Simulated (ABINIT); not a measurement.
**Geometry relaxation of HfB₂ (part 2 of 3)**

Continued. System: HfB₂ (3 atoms in the cell). Method: Kohn-Sham DFT of a periodic cell, PBE, SPMS NC PBE v1.0, no spin polarisation (ABINIT 10.8.3); cutoff 816.34 eV, 8×8×6 k-mesh, fermi-dirac of 0.05 eV. The structure derives from an entry of the Crystallography Open Database.

Geometry of the input (Å; fractional positions):
```
3.1400  0.0000  0.0000
-1.5700  2.7193  0.0000
0.0000  0.0000  3.4800
Hf 0.0000  0.0000  0.0000
B  0.6667  0.3333  0.5000
B  0.3333  0.6667  0.5000
```

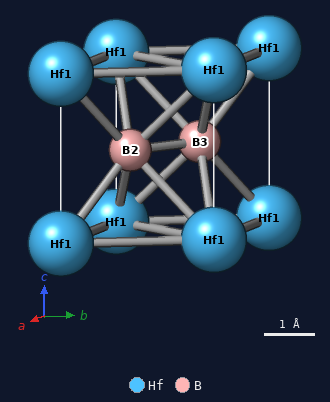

Fig. 1: The input geometry (ball-and-stick view of the cell of the calculation, seen slightly off an axis; atoms are numbered from 1 in the order of the input). An atom can appear more than once, as a periodic image.

**The program's output, continued**
```
--- !ResultsGS
iteration_state: {dtset: 1, itime: 2, icycle: 1, }
comment   : Summary of ground state results
lattice_vectors:
- [  5.9422936,   0.0000000,   0.0000000, ]
- [ -2.9711468,   5.1461772,   0.0000000, ]
- [  0.0000000,   0.0000000,   6.5883042, ]
lattice_lengths: [   5.94229,    5.94229,    6.58830, ]
lattice_angles: [ 90.000,  90.000, 120.000, ] # degrees, (23, 13, 12)
lattice_volume:   2.0147097E+02
convergence: {deltae: -7.603E-13, res2:  7.265E-15, residm:  1.819E-04, diffor: null, }
etotal    :  -6.24727397E+01
entropy   :   0.00000000E+00
fermie    :   3.85446590E-01
cartesian_stress_tensor: # hartree/bohr^3
- [ -7.59474136E-06,   1.90870582E-13,   0.00000000E+00, ]
- [  1.90870582E-13,  -7.59474168E-06,   0.00000000E+00, ]
- [  0.00000000E+00,   0.00000000E+00,  -2.07051875E-05, ]
pressure_GPa:   3.5202E-01
xred      :
- [ -1.3808E-30,  -1.9650E-30,   0.0000E+00, Hf]
- [  6.6667E-01,   3.3333E-01,   5.0000E-01,  B]
- [  3.3333E-01,   6.6667E-01,   5.0000E-01,  B]
cartesian_forces: # hartree/bohr
- [ -0.00000000E+00,   8.72053538E-30,  -0.00000000E+00, ]
- [  2.83207694E-30,  -3.54271750E-29,  -0.00000000E+00, ]
- [ -2.83207694E-30,   2.67066396E-29,  -0.00000000E+00, ]
force_length_stats: {min:   8.72053538E-30, max:   3.55401940E-29, mean:   2.37057038E-29, }
...

 Integrated electronic density in atomic spheres:
 ------------------------------------------------
 Atom  Sphere_radius  Integrated_density
    1        2.00000          8.50399025
    2        2.00000          2.69451592
    3        2.00000          2.69451592

---OUTPUT-----------------------------------------------------------------------

 Cartesian coordinates (xcart) [bohr]
 -2.36687314128691E-30 -1.01122098548631E-29  0.00000000000000E+00
  2.97114679290621E+00  1.71539240070979E+00  3.29415208666718E+00
 -3.33821816332966E-11  3.43078480141959E+00  3.29415208666718E+00
 Reduced coordinates (xred)
 -1.38080694004913E-30 -1.96499449157694E-30  0.00000000000000E+00
  6.66666666666667E-01  3.33333333333333E-01  5.00000000000000E-01
  3.33333333333333E-01  6.66666666666667E-01  5.00000000000000E-01
 Cartesian forces (fcart) [Ha/bohr]; max,rms= 3.54272E-29 1.51306E-29 (free atoms)
 -0.00000000000000E+00  8.72053538446696E-30 -0.00000000000000E+00
  2.83207694160394E-30 -3.54271749993695E-29 -0.00000000000000E+00
 -2.83207694160394E-30  2.67066396149025E-29 -0.00000000000000E+00
 Gradient of E wrt nuclear positions in reduced coordinates (gred)
  0.00000000000000E+00 -4.48774203859065E-29 -0.00000000000000E+00
 -1.68290326447149E-29  1.90729036640102E-28 -0.00000000000000E+00
  1.68290326447149E-29 -1.45851616254196E-28 -0.00000000000000E+00
 Scale of Primitive Cell (acell) [bohr]
  5.94229358584581E+00  5.94229358590686E+00  6.58830417333436E+00
 Real space primitive translations (rprimd) [bohr]
  5.94229358584581E+00  0.00000000000000E+00  0.00000000000000E+00
 -2.97114679297298E+00  5.14617720212938E+00  0.00000000000000E+00
  0.00000000000000E+00  0.00000000000000E+00  6.58830417333436E+00
 Unitary Cell Volume (ucvol) [Bohr^3]=  2.01470972647280E+02
 Angles (23,13,12)= [degrees]
  9.00000000000000E+01  9.00000000000000E+01  1.20000000000218E+02
 Lengths [Bohr]
  5.94229358584581E+00  5.94229358590686E+00  6.58830417333436E+00
 Stress tensor in cartesian coordinates (strten) [Ha/bohr^3]
 -7.59474135855753E-06  1.90870581755044E-13  0.00000000000000E+00
  1.90870581755044E-13 -7.59474167564070E-06  0.00000000000000E+00
  0.00000000000000E+00  0.00000000000000E+00 -2.07051875359548E-05
 Total energy (etotal) [Ha]= -6.24727396524629E+01

 Difference of energy with previous step (new-old):
           Absolute (Ha)=-3.11034E-05
           Relative     =-4.97872E-07

--- Iteration: ( 3/50) Internal Cycle: (1/1)
--------------------------------------------------------------------------------

---SELF-CONSISTENT-FIELD CONVERGENCE--------------------------------------------

--- !BeginCycle
iteration_state: {dtset: 1, itime: 3, icycle: 1, }
solver: {iscf: 7, nstep: 80, nline: 4, wfoptalg: 0, }
tolerances: {tolvrs: 1.00E-12, }
...

     iter   Etot(hartree)      deltaE(h)  residm     vres2
 ETOT  1  -62.472729407810    -6.247E+01 1.614E-04 7.637E-02
 ETOT  2  -62.472739397391    -9.990E-06 1.361E-04 1.661E-02
 ETOT  3  -62.472742136930    -2.740E-06 6.514E-05 4.254E-05
 ETOT  4  -62.472742143958    -7.028E-09 1.131E-04 2.464E-07
 ETOT  5  -62.472742144001    -4.295E-11 5.328E-05 1.063E-09
 ETOT  6  -62.472742144001    -2.558E-13 9.109E-05 5.086E-11
 ETOT  7  -62.472742144001     8.527E-14 4.249E-05 8.113E-14

 At SCF step    7       vres2   =  8.11E-14 < tolvrs=  1.00E-12 =>converged.

 Cartesian components of stress tensor (hartree/bohr^3)
  sigma(1 1)=  3.15224036E-06  sigma(3 2)=  0.00000000E+00
  sigma(2 2)=  3.15224005E-06  sigma(3 1)=  0.00000000E+00
  sigma(3 3)= -5.18806064E-06  sigma(2 1)=  1.90414994E-13

--- !ResultsGS
iteration_state: {dtset: 1, itime: 3, icycle: 1, }
comment   : Summary of ground state results
lattice_vectors:
- [  5.9442016,   0.0000000,   0.0000000, ]
- [ -2.9721008,   5.1478296,   0.0000000, ]
- [  0.0000000,   0.0000000,   6.5938746, ]
lattice_lengths: [   5.94420,    5.94420,    6.59387, ]
lattice_angles: [ 90.000,  90.000, 120.000, ] # degrees, (23, 13, 12)
lattice_volume:   2.0177083E+02
convergence: {deltae:  8.527E-14, res2:  8.113E-14, residm:  4.249E-05, diffor: null, }
etotal    :  -6.24727421E+01
entropy   :   0.00000000E+00
fermie    :   3.84804209E-01
cartesian_stress_tensor: # hartree/bohr^3
- [  3.15224036E-06,   1.90414994E-13,   0.00000000E+00, ]
- [  1.90414994E-13,   3.15224005E-06,   0.00000000E+00, ]
- [  0.00000000E+00,   0.00000000E+00,  -5.18806064E-06, ]
pressure_GPa:  -1.0949E-02
xred      :
- [ -2.8223E-31,   2.4341E-31,   0.0000E+00, Hf]
- [  6.6667E-01,   3.3333E-01,   5.0000E-01,  B]
- [  3.3333E-01,   6.6667E-01,   5.0000E-01,  B]
cartesian_forces: # hartree/bohr
- [  1.41558394E-30,   8.17287769E-31,  -0.00000000E+00, ]
- [  1.13246715E-29,   4.90372661E-30,  -0.00000000E+00, ]
- [ -1.27402555E-29,  -5.72101438E-30,  -0.00000000E+00, ]
force_length_stats: {min:   1.63457554E-30, max:   1.39658195E-29, mean:   9.31372325E-30, }
...

 Integrated electronic density in atomic spheres:
 ------------------------------------------------
 Atom  Sphere_radius  Integrated_density
    1        2.00000          8.50167607
    2        2.00000          2.69504448
    3        2.00000          2.69504448

---OUTPUT-----------------------------------------------------------------------

 Cartesian coordinates (xcart) [bohr]
 -2.40104618888269E-30  1.25302923682178E-30  0.00000000000000E+00
  2.97210079940261E+00  1.71594319661731E+00  3.29693728859816E+00
 -3.33925438560811E-11  3.43188639323461E+00  3.29693728859816E+00
 Reduced coordinates (xred)
 -2.82226198724921E-31  2.43409230035881E-31  0.00000000000000E+00
  6.66666666666667E-01  3.33333333333333E-01  5.00000000000000E-01
  3.33333333333333E-01  6.66666666666667E-01  5.00000000000000E-01
 Cartesian forces (fcart) [Ha/bohr]; max,rms= 1.27403E-29 6.23619E-30 (free atoms)
  1.41558394049110E-30  8.17287769110216E-31 -0.00000000000000E+00
  1.13246715239288E-29  4.90372661468885E-30 -0.00000000000000E+00
 -1.27402554644199E-29 -5.72101438379906E-30 -0.00000000000000E+00
 Gradient of E wrt nuclear positions in reduced coordinates (gred)
 -8.41451632235746E-30  5.80661654671873E-46 -0.00000000000000E+00
 -6.73161305788597E-29  8.41451632235746E-30 -0.00000000000000E+00
  7.57306469012171E-29 -8.41451632235746E-30  0.00000000000000E+00
 Scale of Primitive Cell (acell) [bohr]
  5.94420159883861E+00  5.94420159889969E+00  6.59387457719632E+00
 Real space primitive translations (rprimd) [bohr]
  5.94420159883861E+00  0.00000000000000E+00  0.00000000000000E+00
 -2.97210079946939E+00  5.14782958985192E+00  0.00000000000000E+00
  0.00000000000000E+00  0.00000000000000E+00  6.59387457719632E+00
 Unitary Cell Volume (ucvol) [Bohr^3]=  2.01770827072344E+02
 Angles (23,13,12)= [degrees]
  9.00000000000000E+01  9.00000000000000E+01  1.20000000000218E+02
 Lengths [Bohr]
  5.94420159883861E+00  5.94420159889969E+00  6.59387457719632E+00
 Stress tensor in cartesian coordinates (strten) [Ha/bohr^3]
  3.15224036294762E-06  1.90414994457584E-13  0.00000000000000E+00
  1.90414994457584E-13  3.15224004663814E-06  0.00000000000000E+00
  0.00000000000000E+00  0.00000000000000E+00 -5.18806063624574E-06
 Total energy (etotal) [Ha]= -6.24727421440008E+01

 Difference of energy with previous step (new-old):
           Absolute (Ha)=-2.49154E-06
           Relative     =-3.98820E-08

--- Iteration: ( 4/50) Internal Cycle: (1/1)
--------------------------------------------------------------------------------

---SELF-CONSISTENT-FIELD CONVERGENCE--------------------------------------------

--- !BeginCycle
iteration_state: {dtset: 1, itime: 4, icycle: 1, }
solver: {iscf: 7, nstep: 80, nline: 4, wfoptalg: 0, }
tolerances: {tolvrs: 1.00E-12, }
...

     iter   Etot(hartree)      deltaE(h)  residm     vres2
 ETOT  1  -62.472742247361    -6.247E+01 3.381E-05 8.027E-04
 ETOT  2  -62.472742385117    -1.378E-07 2.590E-05 1.339E-04
 ETOT  3  -62.472742406254    -2.114E-08 4.387E-05 3.482E-06
 ETOT  4  -62.472742406852    -5.983E-10 1.972E-05 1.874E-08
 ETOT  5  -62.472742406854    -2.295E-12 3.311E-05 2.403E-11
 ETOT  6  -62.472742406855    -1.634E-13 1.486E-05 1.504E-13

 At SCF step    6       vres2   =  1.50E-13 < tolvrs=  1.00E-12 =>converged.

 Cartesian components of stress tensor (hartree/bohr^3)
  sigma(1 1)=  2.62261453E-06  sigma(3 2)=  0.00000000E+00
  sigma(2 2)=  2.62261421E-06  sigma(3 1)=  0.00000000E+00
  sigma(3 3)= -1.98879135E-06  sigma(2 1)=  1.90368692E-13

--- !ResultsGS
iteration_state: {dtset: 1, itime: 4, icycle: 1, }
comment   : Summary of ground state results
lattice_vectors:
- [  5.9437841,   0.0000000,   0.0000000, ]
- [ -2.9718920,   5.1474680,   0.0000000, ]
- [  0.0000000,   0.0000000,   6.5955214, ]
lattice_lengths: [   5.94378,    5.94378,    6.59552, ]
lattice_angles: [ 90.000,  90.000, 120.000, ] # degrees, (23, 13, 12)
lattice_volume:   2.0179287E+02
convergence: {deltae: -1.634E-13, res2:  1.504E-13, residm:  1.486E-05, diffor: null, }
etotal    :  -6.24727424E+01
entropy   :   0.00000000E+00
fermie    :   3.84728231E-01
cartesian_stress_tensor: # hartree/bohr^3
- [  2.62261453E-06,   1.90368692E-13,   0.00000000E+00, ]
- [  1.90368692E-13,   2.62261421E-06,   0.00000000E+00, ]
- [  0.00000000E+00,   0.00000000E+00,  -1.98879135E-06, ]
pressure_GPa:  -3.1936E-02
xred      :
- [  1.3416E-31,   5.5042E-31,   0.0000E+00, Hf]
- [  6.6667E-01,   3.3333E-01,   5.0000E-01,  B]
- [  3.3333E-01,   6.6667E-01,   5.0000E-01,  B]
cartesian_forces: # hartree/bohr
- [  8.02220582E-30,   1.33499713E-29,  -0.00000000E+00, ]
- [ -1.17973615E-29,  -6.26631305E-30,  -0.00000000E+00, ]
- [  3.77515568E-30,  -7.08365823E-30,  -0.00000000E+00, ]
force_length_stats: {min:   8.02683091E-30, max:   1.55749003E-29, mean:   1.23200134E-29, }
...

 Integrated electronic density in atomic spheres:
 ------------------------------------------------
 Atom  Sphere_radius  Integrated_density
    1        2.00000          8.50178567
    2        2.00000          2.69521681
    3        2.00000          2.69521681

---OUTPUT-----------------------------------------------------------------------

 Cartesian coordinates (xcart) [bohr]
 -8.38370493730646E-31  2.83328235620576E-30  0.00000000000000E+00
  2.97189203374059E+00  1.71582266570614E+00  3.29776071545817E+00
 -3.33905454237332E-11  3.43164533141227E+00  3.29776071545817E+00
 Reduced coordinates (xred)
  1.34161306714961E-31  5.50422529638233E-31  0.00000000000000E+00
  6.66666666666667E-01  3.33333333333333E-01  5.00000000000000E-01
  3.33333333333333E-01  6.66666666666667E-01  5.00000000000000E-01
 Cartesian forces (fcart) [Ha/bohr]; max,rms= 1.33500E-29 7.34432E-30 (free atoms)
  8.02220582349727E-30  1.33499712877846E-29 -0.00000000000000E+00
 -1.17973615051430E-29 -6.26631305352808E-30 -0.00000000000000E+00
  3.77515568164578E-30 -7.08365823425655E-30 -0.00000000000000E+00
 Gradient of E wrt nuclear positions in reduced coordinates (gred)
 -4.76822591600256E-29 -4.48774203859065E-29 -0.00000000000000E+00
  7.01209693529788E-29 -2.80483877411915E-30  0.00000000000000E+00
 -2.24387101929532E-29  4.76822591600256E-29 -0.00000000000000E+00
 Scale of Primitive Cell (acell) [bohr]
  5.94378406751456E+00  5.94378406757563E+00  6.59552143091634E+00
 Real space primitive translations (rprimd) [bohr]
  5.94378406751456E+00  0.00000000000000E+00  0.00000000000000E+00
 -2.97189203380737E+00  5.14746799711841E+00  0.00000000000000E+00
  0.00000000000000E+00  0.00000000000000E+00  6.59552143091634E+00
 Unitary Cell Volume (ucvol) [Bohr^3]=  2.01792868793535E+02
 Angles (23,13,12)= [degrees]
  9.00000000000000E+01  9.00000000000000E+01  1.20000000000218E+02
 Lengths [Bohr]
  5.94378406751456E+00  5.94378406757563E+00  6.59552143091634E+00
 Stress tensor in cartesian coordinates (strten) [Ha/bohr^3]
  2.62261452912624E-06  1.90368691649261E-13  0.00000000000000E+00
  1.90368691649261E-13  2.62261421287574E-06  0.00000000000000E+00
  0.00000000000000E+00  0.00000000000000E+00 -1.98879135239471E-06
 Total energy (etotal) [Ha]= -6.24727424068545E+01

 Difference of energy with previous step (new-old):
           Absolute (Ha)=-2.62854E-07
           Relative     =-4.20749E-09

--- Iteration: ( 5/50) Internal Cycle: (1/1)
--------------------------------------------------------------------------------

---SELF-CONSISTENT-FIELD CONVERGENCE--------------------------------------------

--- !BeginCycle
iteration_state: {dtset: 1, itime: 5, icycle: 1, }
solver: {iscf: 7, nstep: 80, nline: 4, wfoptalg: 0, }
tolerances: {tolvrs: 1.00E-12, }
...

     iter   Etot(hartree)      deltaE(h)  residm     vres2
 ETOT  1  -62.472742419629    -6.247E+01 4.541E-04 6.634E-04
 ETOT  2  -62.472742530836    -1.112E-07 4.661E-04 8.062E-06
 ETOT  3  -62.472742532300    -1.463E-09 2.518E-04 1.750E-06
 ETOT  4  -62.472742532550    -2.498E-10 4.115E-04 2.990E-08
 ETOT  5  -62.472742532555    -5.812E-12 2.233E-04 3.708E-11
 ETOT  6  -62.472742532555     4.121E-13 3.602E-04 2.467E-13

 At SCF step    6       vres2   =  2.47E-13 < tolvrs=  1.00E-12 =>converged.

 Cartesian components of stress tensor (hartree/bohr^3)
  sigma(1 1)=  3.97113146E-07  sigma(3 2)=  0.00000000E+00
  sigma(2 2)=  3.97112830E-07  sigma(3 1)=  0.00000000E+00
  sigma(3 3)=  2.29945408E-07  sigma(2 1)=  1.90362639E-13
```
